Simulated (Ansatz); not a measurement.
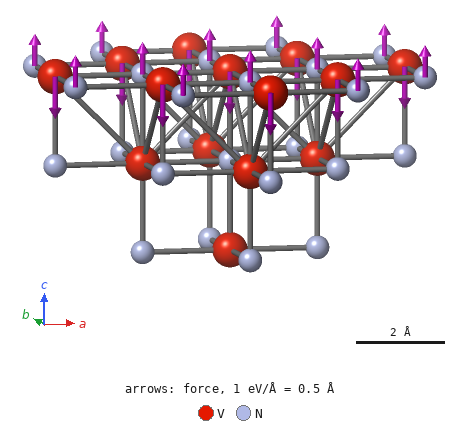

Starting geometry of a slab of composition VN (cut from the Fm-3m phase) with the computed forces as purple arrows. Style: ball-and-stick. Shown: the atoms within 5.0 Å of the atom that moves most (axes of the 1 × 2 repeat of the cell, outlined in the plane, without the vacuum (origin shifted)), slightly off an axis.

Case: flat (0 0 1) slab. 12 atoms are held fixed.

Method: DFT PBE, scalar-relativistic, plane waves, PAW in Ansatz 0.2.0.

Input
```yaml
crystal:
  lattice:
    - [12.3497540943, 0.0, 0.0]
    - [0.0, 4.1165846981, 0.0]
    - [0.0, 0.0, 18.1748770472]
  atoms:
    - { symbol: V, position: [0.0, 0.0, 0.0825315074] }
    - { symbol: "N", position: [0.1666666667, 0.0, 0.0825315074] }
    - { symbol: V, position: [0.0, 0.5, 0.195780821] }
    - { symbol: "N", position: [0.1666666667, 0.5, 0.195780821] }
    - { symbol: V, position: [0.1666666667, 0.0, 0.195780821] }
    - { symbol: "N", position: [0.0, 0.0, 0.195780821] }
    - { symbol: V, position: [0.1666666667, 0.5, 0.0825315074] }
    - { symbol: "N", position: [0.0, 0.5, 0.0825315074] }
    - { symbol: V, position: [0.3333333333, 0.0, 0.0825315074] }
    - { symbol: "N", position: [0.5, 0.0, 0.0825315074] }
    - { symbol: V, position: [0.3333333333, 0.5, 0.195780821] }
    - { symbol: "N", position: [0.5, 0.5, 0.195780821] }
    - { symbol: V, position: [0.5, 0.0, 0.195780821] }
    - { symbol: "N", position: [0.3333333333, 0.0, 0.195780821] }
    - { symbol: V, position: [0.5, 0.5, 0.0825315074] }
    - { symbol: "N", position: [0.3333333333, 0.5, 0.0825315074] }
    - { symbol: V, position: [0.6666666667, 0.0, 0.0825315074] }
    - { symbol: "N", position: [0.8333333333, 0.0, 0.0825315074] }
    - { symbol: V, position: [0.6666666667, 0.5, 0.195780821] }
    - { symbol: "N", position: [0.8333333333, 0.5, 0.195780821] }
    - { symbol: V, position: [0.8333333333, 0.0, 0.195780821] }
    - { symbol: "N", position: [0.6666666667, 0.0, 0.195780821] }
    - { symbol: V, position: [0.8333333333, 0.5, 0.0825315074] }
    - { symbol: "N", position: [0.6666666667, 0.5, 0.0825315074] }
    - { symbol: V, position: [0.0, 0.0, 0.3090301345] }
    - { symbol: "N", position: [0.1666666667, 0.0, 0.3090301345] }
    - { symbol: V, position: [0.1666666667, 0.5, 0.3090301345] }
    - { symbol: "N", position: [0.0, 0.5, 0.3090301345] }
    - { symbol: V, position: [0.3333333333, 0.0, 0.3090301345] }
    - { symbol: "N", position: [0.5, 0.0, 0.3090301345] }
    - { symbol: V, position: [0.5, 0.5, 0.3090301345] }
    - { symbol: "N", position: [0.3333333333, 0.5, 0.3090301345] }
    - { symbol: V, position: [0.6666666667, 0.0, 0.3090301345] }
    - { symbol: "N", position: [0.8333333333, 0.0, 0.3090301345] }
    - { symbol: V, position: [0.8333333333, 0.5, 0.3090301345] }
    - { symbol: "N", position: [0.6666666667, 0.5, 0.3090301345] }
basis:
  ecutwfc: 420
kpoints:
  mp_grid: { grid: [3, 8, 1] }
hamiltonian:
  xc: pbe
scf:
  occupations: { method: gaussian, width: 0.1 }
output:
  forces: true
  eigenvalues: true
  populations: true
  write_density: true
  write_potential: true
  elf: true
  volumetric_format: npy
relax:
  adjacent_minimum: "off"
  f_tol: 0.02
  max_steps: 45
  constraints: [{ sites: [0, 1, 6, 7, 8, 9, 14, 15, 16, 17, 22, 23] }]
efield:
  axis: 3
  dipole_correction: true
  ramp_width: 0.04
```

Launched with:
```bash
ansatz run input.yaml --threads 4 --pin off --max-ram 11264MiB --backend cpu --events-out ev --progress --plain --runs-dir out
```

Q: Is this structure relaxed? If not, where do the atoms go?

A: It isn't relaxed: the largest force vector, on V atoms, is 1.97 eV/Å. The atoms end up moving mostly along the starting forces (cosine between the two patterns 0.89). The energy falls by 1.549 eV per cell of the calculation in 5 geometry steps. Largest force component: 2 eV/Å at the start, 0.0071 eV/Å at the end. The largest moves, 0.19 Å, are those of V25, V27, V29, V31, V33 and V35. V25 goes along the normal (−c). By element the largest moves are V 0.19 Å, N 0.07 Å. The lattice vectors keep their values. Near-neighbour distances that change, for instance: N14–V29 2.058 → 1.939 Å, V21–V25 2.911 → 2.793 Å, V21–N34 2.058 → 2.148 Å, V1–N6 2.058 → 1.985 Å. Bond angles that change, for instance: V25–N28–V25 180.0° → 165.6°, V3–N28–V25 90.0° → 82.8°, V3–N6–V3 180.0° → 177.2°. The run took 6.6 min on 4 threads of Arm Neoverse V2, with other jobs on the host, peak memory 3.9 GiB.
